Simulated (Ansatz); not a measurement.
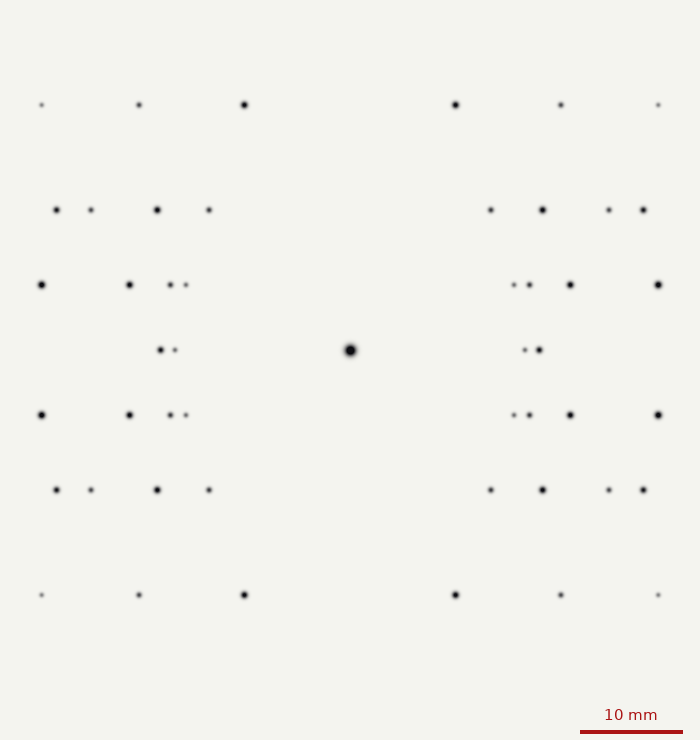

Simulated X-ray rotation photograph: Fe Kα radiation (λ = 1.9373 Å), cylindrical film of radius 30.0 mm unrolled, rotation axis vertical and normal to the beam, kinematic intensities without Lorentz or polarisation factors, the film spanning ±63° about the beam; spots down to d = 1.79 Å.

Measure the layer lines and find the identity period along the axis.

Answer. The first layer line lies 6.4 mm from the equator, so tan ν = 0.214, sin ν = 0.209 and the period is λ/sin ν = 9.27 Å. Further lines follow at 13.8, 24.2 mm.

The crystal is Br, space group P6_3/mmc (No. 194), a = 3.95 Å, c = 8.39 Å (hexagonal axes). Structure: coordinates from a relaxation with Ansatz, DFT r2SCAN, scalar-relativistic, plane waves, PAW; the starting structure was generated, so it need not be a known form of this composition.

About which axis was it rotated?

Answer. About [101] (or an equivalent direction), whose length in the conventional cell is 9.267 Å.
